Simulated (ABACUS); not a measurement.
## Hf: 7 runs along one coordinate

System: Hf (Im-3m, 1 atom in the cell).
Method: Kohn-Sham DFT of a periodic cell, PBE, PseudoDojo NC SR 0.4.1 PBE standard, no spin polarisation (ABACUS 3.10.1).

The 7 runs differ only in the geometry, by an even scaling of the cell at fixed fractional positions. The structure derives from an entry of the Crystallography Open Database.

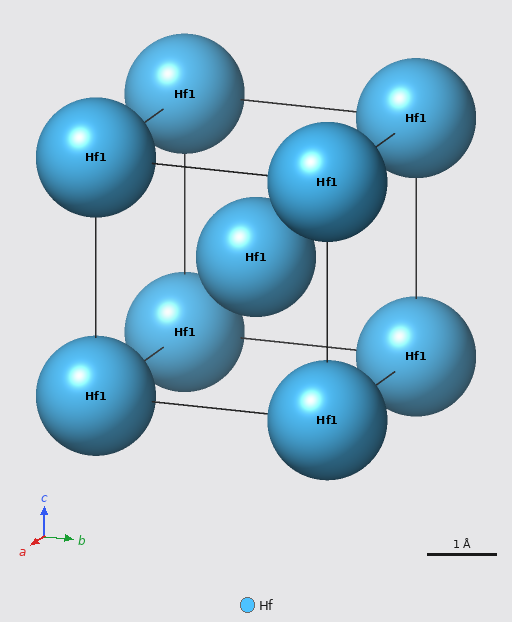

Figure 1. The structure of run 4 (spheres-only view of the cell 2 times as large as that of the calculation, set on its symmetry axes, seen slightly off an axis; atoms are numbered from 1 in the order of the input).

## Input of run 4
```
INPUT_PARAMETERS
suffix              Hf
calculation         scf
basis_type          pw
pseudo_dir          ./
symmetry            1
dft_functional      pbe
ecutwfc             58
pseudo_rcut         10
nspin               1
nbands              10
ks_solver           dav
smearing_method     fd
smearing_sigma      0.00367493
scf_thr             1e-08
scf_nmax            100
mixing_type         broyden
mixing_beta         0.7
cal_force           1
cal_stress          1
kpar                4
```

## File STRU of run 4
```
ATOMIC_SPECIES
Hf 178.4900 Hf.upf

LATTICE_CONSTANT
1.8897261246

LATTICE_VECTORS
-1.8050000000 1.8050000000 1.8050000000
1.8050000000 -1.8050000000 1.8050000000
1.8050000000 1.8050000000 -1.8050000000

ATOMIC_POSITIONS
Direct

Hf
0.0
1
0.0000000000 0.0000000000 0.0000000000 1 1 1
```

## File KPT of run 4
```
K_POINTS
0
Gamma
10 10 10 0 0 0
```

Command:
```bash
OMP_NUM_THREADS=1 mpirun -np 4 abacus > log
```

Run 2 differs from it as follows:
```diff
--1.8050000000 1.8050000000 1.8050000000
-1.8050000000 -1.8050000000 1.8050000000
-1.8050000000 1.8050000000 -1.8050000000
+-1.7806051177 1.7806051177 1.7806051177
+1.7806051177 -1.7806051177 1.7806051177
+1.7806051177 1.7806051177 -1.7806051177
```

## Results, with one run withheld

| run | volume per atom (Å³) | free energy per atom, from the lowest run given (meV) | pressure (GPa) |
| --- | --- | --- | --- |
| 1 | 22.112 | 0.00 | 1.12 |
| 2 | 22.582 | ? | ? |
| 3 | 23.052 | 6.05 | −3.03 |
| 4 | 23.523 | 17.66 | −4.83 |
| 5 | 23.993 | 34.31 | −6.45 |
| 6 | 24.464 | 55.51 | −7.96 |
| 7 | 24.934 | 80.86 | −9.31 |

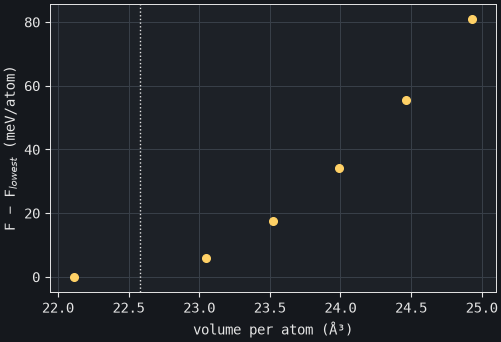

Figure 2. Free energy per atom of the runs given; the dotted line marks run 2.

What should run 2 give?

A cubic polynomial in V^(−2/3) (the Birch–Murnaghan form), fitted to the 6 runs given, misses them by at most 0.02 meV per atom. With x = V^(−2/3) − 0.12137 Å⁻², it reads F = 21.69 − 9658.8 x + 1.0444e+06 x² − 1.6359e+06 x³ (meV per atom). At run 2 it gives −0.02 meV per atom, and the run itself gives −0.03. The slope of the fit gives a pressure −dF/dV of −1.06 GPa there, and the run prints −1.05 GPa. The fit has its minimum at 22.346 Å³ per atom, where V d²F/dV² gives 103 GPa: the bulk modulus at this level, since symmetry fixes the shape and the positions.

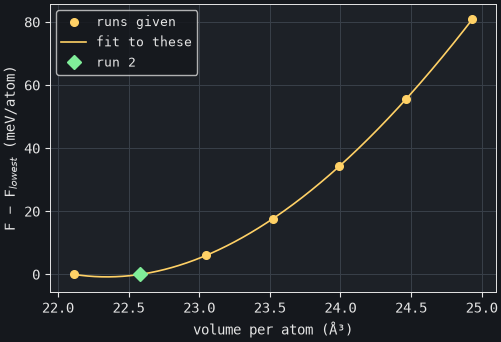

Figure 3. The fit and the withheld run.

## Some lines of the output (run 2)
```
[...]
                          Volume (Bohr^3) = 152.391
                             Volume (A^3) = 22.582
 E_Fermi        1.0530937521         14.3280755572
 E_Fermi        1.0405185890         14.1569816856
 E_Fermi        1.0391753280         14.1387056823
 E_Fermi        1.0388574960         14.1343813557
 E_Fermi        1.0389546747         14.1357035403
 E_KS(sigma->0) -112.8145431426      -1534.9206040065
 E_Fermi        1.0389946823         14.1362478709
 final etot is -1534.9275869 eV
 EFERMI = 14.136247871 eV
 TOTAL-PRESSURE: -10.495060 KBAR
 !FINAL_ETOT_IS -1534.9275868985466786 eV
```

Notes: Spin–orbit coupling is left out, which matters for Hf.
